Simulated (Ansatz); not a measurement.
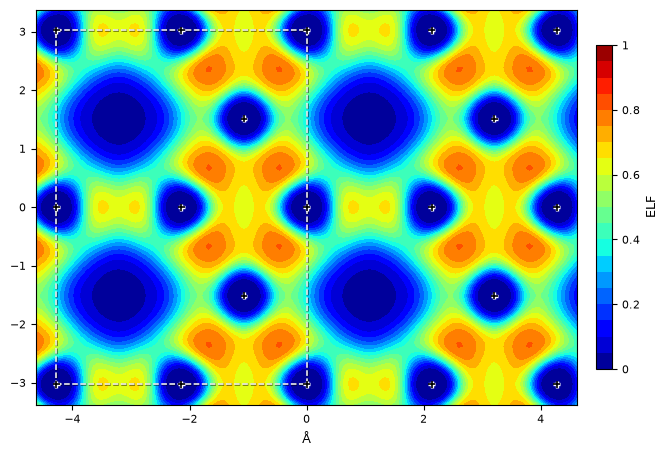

The ELF on a plane through atoms (crosses mark nuclei in the plane).

Computed with DFT PBE, scalar-relativistic, plane waves, PAW (Ansatz 0.2.0).

Candidates:
A. Zn2SiN2, a = 2.79 Å, b = 2.79 Å, c = 14.79 Å, α = 90.00°, β = 90.00°, γ = 120.00°. Space group P6/mmm; a structure generated by program, which may or may not match a known phase.
B. B, a = 4.28 Å, b = 4.28 Å, c = 4.28 Å, α = 90.00°, β = 90.00°, γ = 90.00°. Space group Fm-3m; a structure generated by program, which may or may not match a known phase; computed without spin polarisation.

Which system is this?

Candidate B: B on the (101) plane of the conventional cell, which holds B. B–B (1.85 Å): the ELF peaks at about 0.80 between the atoms.
